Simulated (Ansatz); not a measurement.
# A series of single points on W2C

System: W2C (3 atoms in the cell).
Method: Kohn-Sham DFT of a periodic cell, PBE, all-electron LAPW, scalar-relativistic, no spin polarisation (Ansatz 0.2.0).

The 7 runs differ only in the geometry, by an even scaling of the cell at fixed fractional positions. The structure derives from a Materials Project entry.

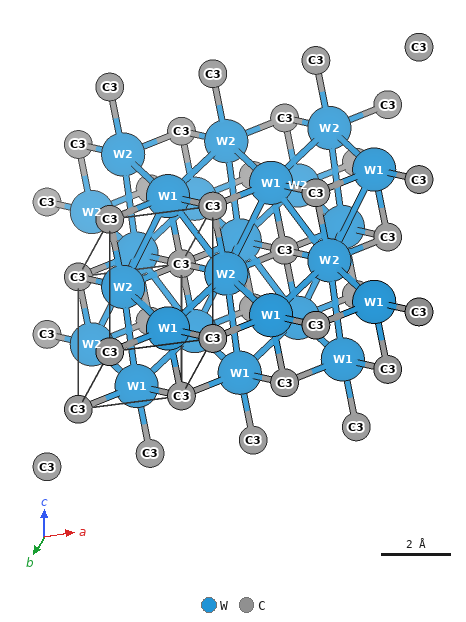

Figure 1. The structure of run 4 (ball-and-stick view of the cell of the calculation, repeated 3 × 2 × 2, seen at an oblique angle; atoms are numbered from 1 in the order of the input).

### Input of run 4
```yaml
crystal:
  lattice:
    - [3.070045642, 0.0, 0.0]
    - [-1.535022821, 2.6587375167, 0.0]
    - [0.0, 0.0, 4.678428]
  atoms:
    - { symbol: W, position: [0.6666666667, 0.3333333333, 0.253669] }
    - { symbol: W, position: [0.3333333333, 0.6666666667, 0.746331] }
    - { symbol: C, position: [0.0, 0.0, 0.0] }
kpoints:
  mp_grid: { grid: [10, 10, 6] }
scf:
  occupations: { method: fermi_dirac, width: 0.05 }
hamiltonian:
  xc: pbe
  pseudopotentials: { kind: all_electron, lapw: { basis_error: 0.001 } }
output:
  forces: true
  stress: true
  eigenvalues: true
```

Command:
```bash
ansatz run input.yaml --threads 2 --pin off --max-ram 5120MiB --backend cpu --events-out ev --progress --plain --runs-dir out
```

Run 2 differs from it as follows:
```diff
-    - [3.070045642, 0.0, 0.0]
-    - [-1.535022821, 2.6587375167, 0.0]
-    - [0.0, 0.0, 4.678428]
+    - [3.0285534524, 0.0, 0.0]
+    - [-1.5142767262, 2.6228042265, 0.0]
+    - [0.0, 0.0, 4.615198249]
```

### Results, with one run withheld

| run | volume per atom (Å³) | free energy per atom, from the lowest run given (meV) | pressure (GPa) |
| --- | --- | --- | --- |
| 1 | 11.965 | 43.96 | 21.40 |
| 2 | 12.220 | ? | ? |
| 3 | 12.475 | 2.64 | 5.18 |
| 4 | 12.729 | 0.00 | −1.72 |
| 5 | 12.984 | 7.76 | −7.93 |
| 6 | 13.238 | 24.87 | −13.50 |
| 7 | 13.493 | 50.39 | −18.51 |

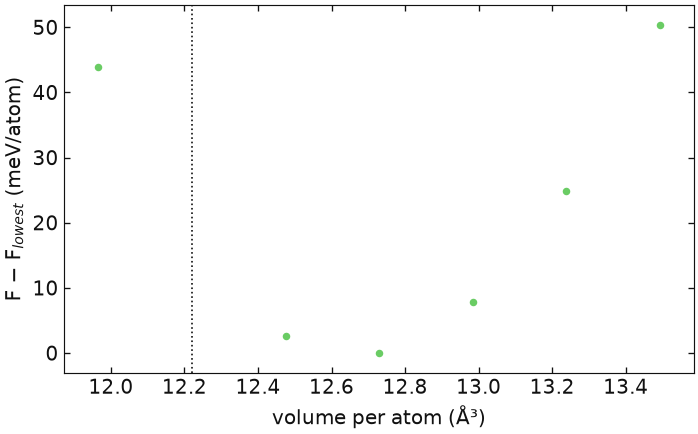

Figure 2. Free energy per atom of the runs given; the dotted line marks run 2.

Fit the runs given and predict run 2.

A cubic polynomial in V^(−2/3) (the Birch–Murnaghan form), fitted to the 6 runs given, misses them by at most 0.03 meV per atom. With x = V^(−2/3) − 0.18278 Å⁻², it reads F = 1.1038 − 2257.3 x + 8.7433e+05 x² + 6.8885e+05 x³ (meV per atom). At run 2 it gives 16.84 meV per atom, and the run itself gives 16.86. The slope of the fit gives a pressure −dF/dV of 12.84 GPa there, and the run prints 12.86 GPa. The fit has its minimum at 12.663 Å³ per atom, where V d²F/dV² gives 334 GPa. Cell shape and fractional positions are held, so this is the stiffness under even scaling; the relaxed bulk modulus wasn't computed.

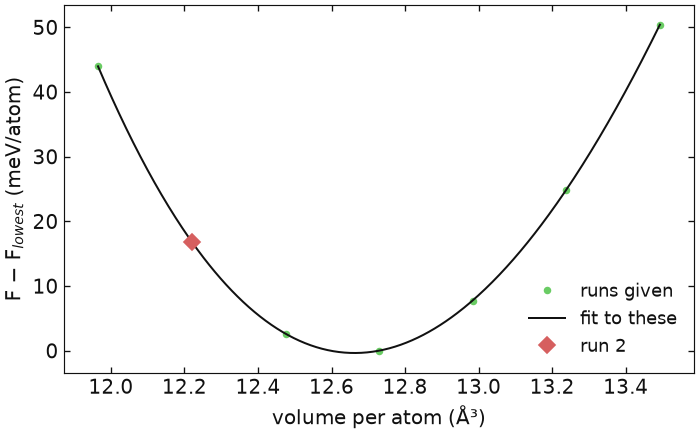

Figure 3. The fit and the withheld run.

### Output, shortened to warnings, some set-up lines, iterations and results (run 2)
```
Basis set: ecut = 368.7201628095346 eV, 591 PW (Γ), exchange–correlation at level 2
Symmetry: 12 space group operations
k-points: 72 of 600
Initial density: superposition of atomic densities (chi_scale 0.1, normalization cell, long waves kept (reshape's long-wave potential 0.01 eV rms))
[...]
SCF iter   1: F=—  HF=-879443.082309 eV  |F-HF|=—  |Δ(HF+E_count)|=         —  Δρ=1.06e-1  dr2=5.92e0  ethr=6.30e-3  ⟨swp⟩=2.0  Hψ=25368  notcnv=0
SCF iter   2: F=—  HF=-879441.214743 eV  |F-HF|=—  |Δ(HF+E_count)|=    1.87e0  Δρ=3.15e-2  dr2=5.11e-1  ethr=5.44e-4  ⟨swp⟩=2.0  Hψ=20700  notcnv=0
SCF iter   3: F=—  HF=-879441.160238 eV  |F-HF|=—  |Δ(HF+E_count)|=         —  Δρ=2.27e-2  dr2=2.76e-1  ethr=5.44e-4  ⟨swp⟩=2.0  Hψ=11810  notcnv=0
SCF iter   4: F=—  HF=-879441.142519 eV  |F-HF|=—  |Δ(HF+E_count)|=   1.77e-2  Δρ=8.44e-3  dr2=3.80e-2  ethr=2.93e-4  ⟨swp⟩=2.1  Hψ=12071  notcnv=0
SCF iter   5: F=—  HF=-879441.123178 eV  |F-HF|=—  |Δ(HF+E_count)|=   1.93e-2  Δρ=2.53e-3  dr2=1.73e-3  ethr=4.05e-5  ⟨swp⟩=3.0  Hψ=12617  notcnv=0
SCF iter   6: F=—  HF=-879441.123529 eV  |F-HF|=—  |Δ(HF+E_count)|=   3.51e-4  Δρ=8.35e-4  dr2=2.58e-4  ethr=1.84e-6  ⟨swp⟩=2.0  Hψ=11944  notcnv=0
SCF iter   7: F=—  HF=-879441.123532 eV  |F-HF|=—  |Δ(HF+E_count)|=   2.91e-6  Δρ=2.67e-4  dr2=4.13e-5  ethr=2.75e-7  ⟨swp⟩=2.0  Hψ=11944  notcnv=0
SCF iter   8: F=—  HF=-879441.123518 eV  |F-HF|=—  |Δ(HF+E_count)|=   1.42e-5  Δρ=7.56e-5  dr2=1.66e-6  ethr=4.40e-8  ⟨swp⟩=3.0  Hψ=12136  notcnv=0
SCF iter   9: F=—  HF=-879441.123517 eV  |F-HF|=—  |Δ(HF+E_count)|=   4.89e-7  Δρ=3.47e-5  dr2=4.44e-7  ethr=1.77e-9  ⟨swp⟩=2.0  Hψ=11944  notcnv=0
SCF iter  10: F=—  HF=-879441.123517 eV  |F-HF|=—  |Δ(HF+E_count)|=   5.12e-9  Δρ=1.89e-5  dr2=1.04e-7  ethr=4.72e-10  ⟨swp⟩=3.0  Hψ=12302  notcnv=0
SCF iter  11: F=-879441.123517 eV  HF=-879441.123517 eV  |F-HF|=5.59e-9  |Δ(HF+E_count)|=   2.72e-8  Δρ=4.54e-6  dr2=7.19e-9  ethr=1.11e-10  ⟨swp⟩=2.0  Hψ=11944  notcnv=0
SCF 1 converged in 11 iterations: F = -879441.123517 eV  dr2 = 7.19e-9
SCF converged after 11 iterations
Free energy (F): -879441.123517 eV
Harris-Foulkes:  -879441.123517 eV  (|F-HF|=5.59e-9)
Internal energy: -879441.105315 eV  (E = F + TS)
E sigma→0 (E₀):  -879441.114416 eV
Entropy (-TS):   -0.018203 eV (-6.068 meV/atom)
Fermi energy:    28.011568 eV
--- Per-component energies (eV) ---
  E_band       = -9260.971215
  E_kinetic    = 984808.158497
  E_xc         = -17816.117807
  E_electrostatic = -1846433.146004  (all electrons and nuclei)
  E_smearing   = -0.018203  (= −TS)
  E_closure    = 0.000000  (closes the sum)
  E_atoms      = -879409.210070  (free atoms, spherical and without spin; not in F)
  Σ components = -879441.123517   (vs F -879441.123517, Δ=0.00e0)
  Basis errors (estimates in eV, not in F): energy 3.8e-4 per atom: plane waves 3.5e-4 (1.9e-4 summed), levels above the bands 4.5e-109, relativity 4.9e-8, radial functions 3.1e-5, core shells 5.0e-7; eigenvalues (radial functions only) 2.9e-6; not estimated: angular momenta, meshes, grids; target …
--- Forces (eV/Å), atoms counted from 1 ---
  atom   1  W      0.00000000    -0.00000000     0.38071976
  atom   2  W      0.00000000     0.00000000    -0.38071976
  atom   3  C     -0.00000000     0.00000000     0.00000000
  max |Σ_I F_I| component: 3.70e-17 eV/Å
--- Stress (GPa, compression-positive) ---
       12.159588      -0.000000      -0.000000
       -0.000000      12.159588      -0.000000
       -0.000000       0.000000      14.263107
  P = ⅓ Tr σ = 12.8608 GPa (128.608 kbar)
```

Notes: Spin–orbit coupling is left out, which matters for W.
